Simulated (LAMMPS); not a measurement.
# Ge$_{3}$Si: single-point calculation

The run: single-point calculation of Ge$_{3}$Si (P-4m2, 4 atoms in the cell). Method and program: classical potential SiCGe.tersoff (style tersoff) (LAMMPS 22 Jul 2025 update 4).

The structure was built on a prototype by a generator. It belongs to a series of runs on one base structure; here: volume -3%.

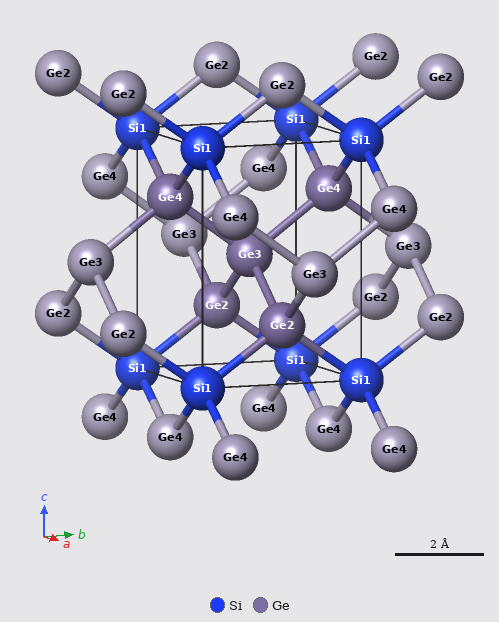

Fig. 1: The input geometry (ball-and-stick view of the cell of the calculation, seen slightly off an axis; neighbours outside the cell are drawn fainter; atoms are numbered from 1 in the order of the input). Near neighbours in the crystal (not all of them lie inside the picture): Si has 4 Ge at 2.38 Å; Ge has 2 Ge at 2.42 Å and 2 Si at 2.38 Å; Ge has 4 Ge at 2.42 Å.

### Input file
```
units metal
boundary p p p
atom_style atomic
read_data data.lmp
pair_style tersoff
pair_coeff * * SiCGe.tersoff Si(D) Ge
thermo_style custom step pe press pxx pyy pzz pyz pxz pxy vol fmax
thermo_modify format float %.8f
dump 1 all custom 1 dump.lmp id type x y z fx fy fz
dump_modify 1 sort id format float %.8f
run 0
```

### File data.lmp
```
crystal

4 atoms
2 atom types

0.0 3.92092336 xlo xhi
0.0 3.92092336 ylo yhi
0.0 5.53600488 zlo zhi
0.00000000 0.00000000 0.00000000 xy xz yz

Masses

1 28.0850
2 72.6300

Atoms

1 1 0.00444076 0.00444076 0.00072068
2 2 0.00444076 1.96490244 1.35570233
3 2 1.96490244 1.96490244 2.76872312
4 2 1.96490244 0.00444076 4.18174391
```

Command:
```bash
lmp -in in.lmp -log none -nocite
```

### Output
```
using 1 OpenMP thread(s) per MPI task
Reading data file ...
  triclinic box = (0 0 0) to (3.9209234 3.9209234 5.5360049) with tilt (0 0 0)
  1 by 1 by 1 MPI processor grid
  reading atoms ...
  4 atoms
  read_data CPU = 0.000 seconds
WARNING: No fixes with time integration, atoms won't move
Neighbor list info ...
  max neighbors/atom: 2000, page size: 100000
  master list distance cutoff = 5.1
  ghost atom cutoff = 5.1
  binsize = 2.55, bins = 2 2 3
  1 neighbor lists, perpetual/occasional/extra = 1 0 0
  (1) pair tersoff, perpetual
      attributes: full, newton on
      pair build: full/bin/atomonly
      stencil: full/bin/3d
      bin: standard
Setting up Verlet run ...
  Unit style    : metal
  Current step  : 0
  Time step     : 0.001
Per MPI rank memory allocation (min/avg/max) = 3.074 | 3.074 | 3.074 Mbytes
   Step         PotEng         Press           Pxx            Pyy            Pzz            Pyz            Pxz            Pxy           Volume          Fmax
         0  -16.13585182 26329.64211998 26369.16966012 26369.16966012 26250.58703970 0.00000000 0.00000000 -0.00000000 85.10854604 0.00887936
Loop time of 1.731e-06 on 1 procs for 0 steps with 4 atoms

57.8% CPU use with 1 MPI tasks x 1 OpenMP threads

MPI task timing breakdown:
Section |  min time  |  avg time  |  max time  |%varavg| %total
---------------------------------------------------------------
Pair    | 0          | 0          | 0          |   0.0 |  0.00
Neigh   | 0          | 0          | 0          |   0.0 |  0.00
Comm    | 0          | 0          | 0          |   0.0 |  0.00
Output  | 0          | 0          | 0          |   0.0 |  0.00
Modify  | 0          | 0          | 0          |   0.0 |  0.00
Other   |            | 1.731e-06  |            |       |100.00

Nlocal:              4 ave           4 max           4 min
Histogram: 1 0 0 0 0 0 0 0 0 0
Nghost:            127 ave         127 max         127 min
Histogram: 1 0 0 0 0 0 0 0 0 0
Neighs:              0 ave           0 max           0 min
Histogram: 1 0 0 0 0 0 0 0 0 0
FullNghs:          112 ave         112 max         112 min
Histogram: 1 0 0 0 0 0 0 0 0 0

Total # of neighbors = 112
Ave neighs/atom = 28
Neighbor list builds = 0
Dangerous builds = 0
```

### Results in brief

| quantity | value |
| --- | --- |
| outcome | converged |
| space group (tolerance 0.01 Å) | P-4m2 (115) |
| potential energy | −16.1359 eV |
| pressure | 2.63 GPa |
| largest force (length of the vector) | 0.009 eV/Å |
| hardware | 1 thread of Arm Neoverse V2, 24 GiB of memory available, shared host |
| peak memory | 0.029 GiB |
